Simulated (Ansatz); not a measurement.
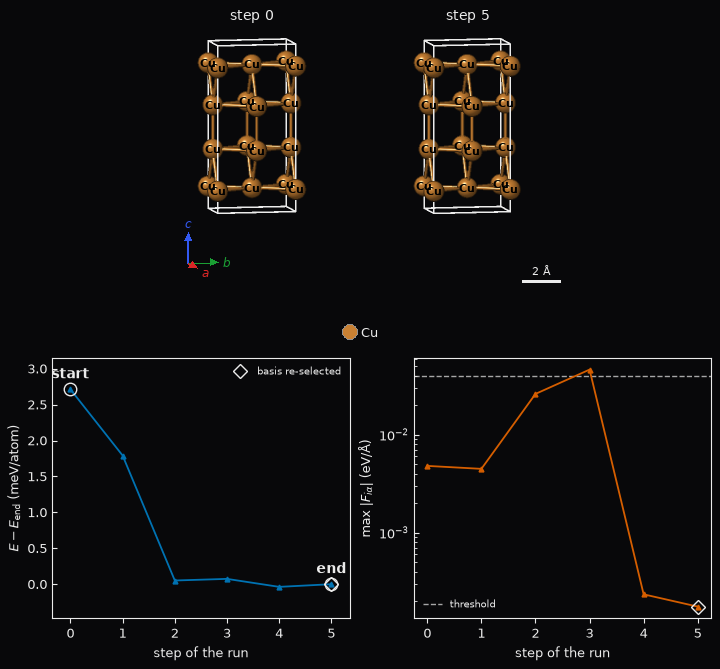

First and last geometry of a relaxation of solid Cu (built on the alpha-gallium_64 type) (coarse preliminary run), with the history of the run. A ball-and-stick model of the conventional cell (4 times the calculation's cell), seen slightly off an axis. Lengths and directions refer to the drawn axes.

Case: alpha-gallium type (Cmce, No. 64).

The calculation used DFT PBEsol, scalar-relativistic, plane waves, PAW in Ansatz 0.2.0. Settings: plane-wave cutoff 420 eV; k-point mesh 8 × 8 × 8; occupations gaussian; smearing width 0.1 eV; no spin polarisation; cell and atoms relaxed; force threshold 0.04 eV/Å; at most 70 steps.

### Did the run converge, and what did it change?

It converged. After 4 accepted moves (5 points after the start) the energy has fallen by 2.7 meV per atom. Largest force component: 0.0048 eV/Å at the start, 0.00018 eV/Å at the end. The pressure goes from −0.35 to −0.02 GPa. The SCF was repeated once at an unchanged geometry on a basis and grid sized afresh for the cell, which shifted the energy by less than 0.05 meV per atom at most. No atom moves by more than 0.005 Å relative to the cell. Cell: a 2.501 → 2.543 Å (+1.7 %), b 4.244 → 4.159 Å (−2.0 %), c 8.976 → 8.987 Å (+0.1 %). Volume −0.2 %. Near-neighbour distances that change, for instance: Cu–Cu 2.501 → 2.543 Å, Cu–Cu 2.463 → 2.437 Å, Cu–Cu 2.458 → 2.466 Å, Cu–Cu 2.372 → 2.380 Å. The space group stays Fmmm (No. 69). The run took roughly 18 core-seconds on a shared host.

| step | E − E(0), meV/atom | largest force component, eV/Å | pressure, GPa | volume, Å³/atom | note |
| --- | --- | --- | --- | --- | --- |
| 0 | 0.00 | 0.0048 | -0.35 | 11.907 |  |
| 1 | -0.92 | 0.0045 | -0.18 | 11.892 |  |
| 2 | -2.66 | 0.0261 | 0.21 | 11.862 |  |
| 3 | -2.64 | 0.0462 | -0.11 | 11.894 |  |
| 4 | -2.75 | 0.0002 | -0.02 | 11.881 |  |
| 5 | -2.71 | 0.0002 | -0.02 | 11.881 | same geometry, new basis |
